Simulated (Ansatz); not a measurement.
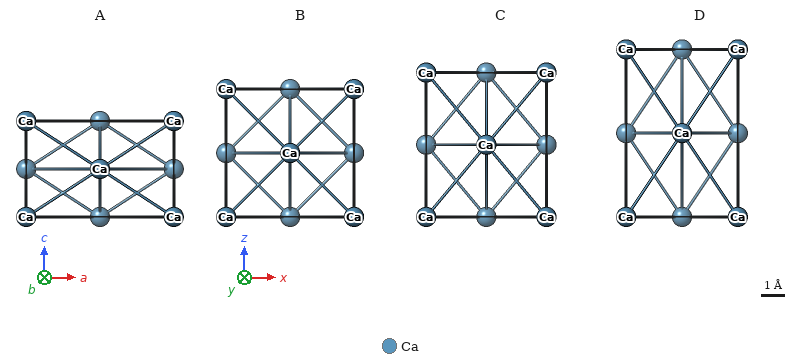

Energy scan for crystalline Ca (Fm-3m), in which the ratio of the cell's length along z to its lengths across, counted as 1 for the reference, is changed at fixed volume (a tetragonal or Bain path), with the atoms kept at their fractional coordinates. x, y and z are the Cartesian axes of the input. A ball-and-stick model of the conventional cell (4 times the calculation's cell), seen along the b axis. Lengths and directions refer to the drawn axes.

Method: Ansatz 0.2.0, DFT LDA, scalar-relativistic, plane waves, PAW. (plane-wave cutoff 420 eV; k-point mesh 16 × 16 × 16; occupations gaussian; smearing width 0.15 eV; no spin polarisation). Energies (free energies at the smearing named) are counted from the cell as listed in its source, which wasn't relaxed.

Order these geometries by energy, lowest first.

Lowest first: B (the relative ratio 1.00, 0.0 meV/atom), A (the relative ratio 0.65, 15.3 meV/atom), C (the relative ratio 1.20, 35.5 meV/atom), D (the relative ratio 1.50, 218.1 meV/atom). Over the whole scan: of the computed points the lowest is at the relative ratio 1.00, 0.0 meV/atom. At the ends of the scan the energy is 15.3 meV/atom (0.65) and 218.1 meV/atom (1.50). The unrelaxed reference is under a pressure of −2.1 GPa. The distortion takes the space group from Fm-3m to I4/mmm, except for Im-3m at 0.707. At the relative ratio 1.50 the cell of the drawing goes a 5.588 → 4.882 Å, b 5.588 → 4.882 Å, c 5.588 → 7.323 Å.
